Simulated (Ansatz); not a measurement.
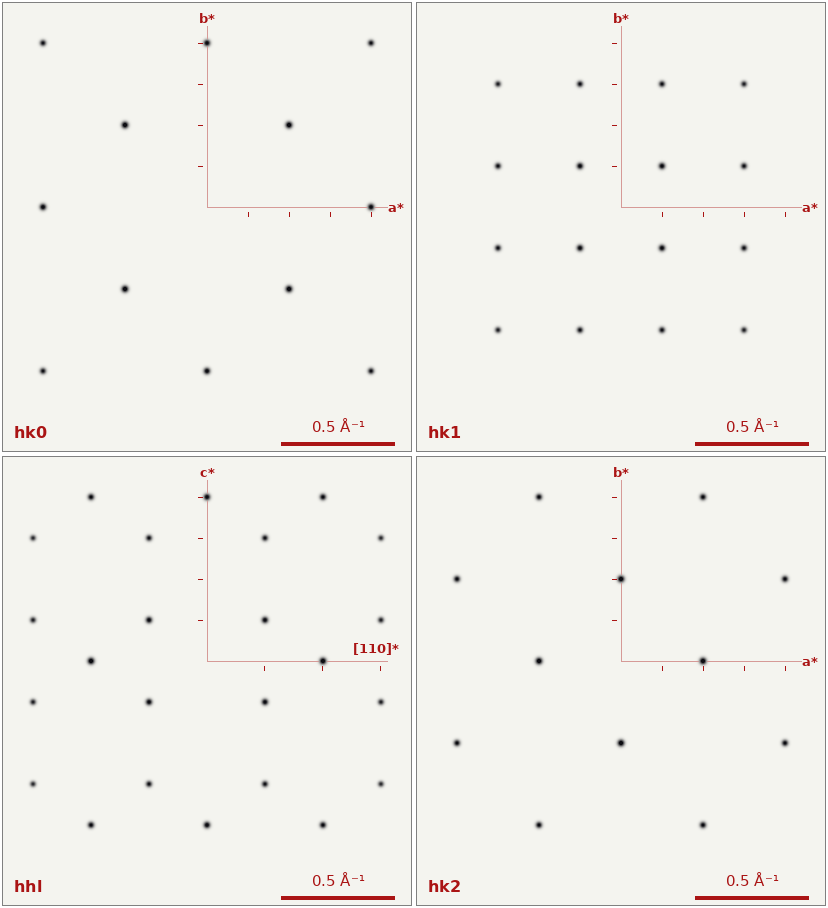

Simulated precession-type sections (X-rays; kinematic intensities, B = 0.5 Å²). The ticks mark integer indices of the conventional cell.

Q: Read the reciprocal cell and give the direct cell.

A: a* = 0.183, b* = 0.183, c* = 0.183 Å⁻¹; the cell is cubic with a = 5.48 Å.

Q: List the systematic absences.

A: Reflections are present only under these conditions. hkl: h + k = 2n, h + l = 2n; hk0: h = 2n, h + k = 4n; hhl: h + l = 2n; h00: h = 4n. The lattice is face-centred (F). Further gaps, such as 2 2 2, 4 4 2, come from atoms on special positions, not from the group's general conditions.

Q: Which space groups fit?

A: The intensities have Laue symmetry m-3m (the hk0 layer shows 4mm, hk1 shows 4mm). With these conditions only Fd-3m (No. 227) fits. The compound is Ir. Structure: the end point of a relaxation with Ansatz, DFT, LDA (PW92), plane waves (420 eV) with PAW, scalar-relativistic; the starting structure was generated, so it need not be a known form of this composition.
